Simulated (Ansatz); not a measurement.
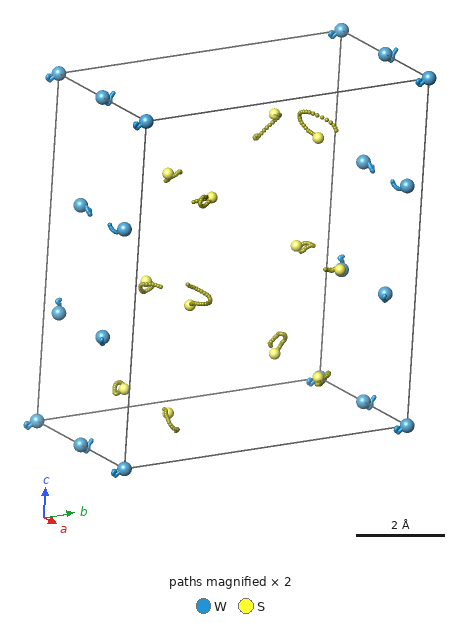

First-principles dynamics of an 18-atom cell of WS₂ (set up in R3m), 80 fs long. Dots mark each atom's position at evenly spaced times, in the colour of its element; spheres stand at the starting positions. The excursions are magnified 2 times. Seen slightly off an axis in the simulation cell.

Computed with DFT PBE+D3(BJ), scalar-relativistic, plane waves, PAW (Ansatz 0.2.0). Run with plane-wave cutoff 420 eV; k-point mesh 2 × 2 × 2; Fermi-Dirac smearing 0.103 eV; volume 1.04 times that of the relaxed crystal; Langevin thermostat (NVT); set temperature 1200 K; time step 1.5 fs; friction 0.02 per fs.

Input file:
```yaml
crystal:
  lattice:
    - [-6.3991163519, 0.0, 0.0]
    - [-1.599779088, 0.9236328871, 6.2444357483]
    - [-1.599779088, 8.3126959837, 0.0]
  atoms:
    - { symbol: W, position: [0.5, 0.0, 0.0] }
    - { symbol: W, position: [0.6666666667, 0.0, 0.3333333333] }
    - { symbol: W, position: [0.8333333333, 0.0, 0.6666666667] }
    - { symbol: W, position: [0.0, 0.0, 0.0] }
    - { symbol: W, position: [0.1666666667, 0.0, 0.3333333333] }
    - { symbol: W, position: [0.3333333333, 0.0, 0.6666666667] }
    - { symbol: S, position: [0.9998, 0.2509, 0.7499] }
    - { symbol: S, position: [0.1664666667, 0.2509, 0.0832333333] }
    - { symbol: S, position: [0.3331333333, 0.2509, 0.4165666667] }
    - { symbol: S, position: [0.4998, 0.2509, 0.7499] }
    - { symbol: S, position: [0.6664666667, 0.2509, 0.0832333333] }
    - { symbol: S, position: [0.8331333333, 0.2509, 0.4165666667] }
    - { symbol: S, position: [0.1126666667, 0.743, 0.8063333333] }
    - { symbol: S, position: [0.2793333333, 0.743, 0.1396666667] }
    - { symbol: S, position: [0.446, 0.743, 0.473] }
    - { symbol: S, position: [0.6126666667, 0.743, 0.8063333333] }
    - { symbol: S, position: [0.7793333333, 0.743, 0.1396666667] }
    - { symbol: S, position: [0.946, 0.743, 0.473] }
basis:
  ecutwfc: 420
kpoints:
  mp_grid: { grid: [2, 2, 2], shift: [0.5, 0.5, 0.5] }
hamiltonian:
  xc: pbe
  dispersion: d3bj
scf:
  occupations: { method: fermi_dirac, width: 0.1034 }
  lower_state_search: "off"
  convergence: { dr2_threshold: 1.0e-07 }
output:
  forces: true
  stress: true
md:
  timestep: 1.5
  n_steps: 53
  ensemble: nvt_langevin
  temperature: 1200.0
  initial_velocities: maxwell_boltzmann
  seed: 81732
  friction: 0.02
```

Launched with:
```bash
ansatz run input.yaml --threads 4 --pin off --max-ram 5120MiB --backend cpu --events-out ev --progress --plain --runs-dir out
```

Q: What do the traces tell about the motion?

A: Root-mean-square distances from the starting positions over the second half, with the common drift of all atoms taken out: S 0.20 Å, W 0.13 Å. The run lasts only 80 fs, too short to tell vibration from diffusion.

The run took about 5 core-minutes on a shared host.
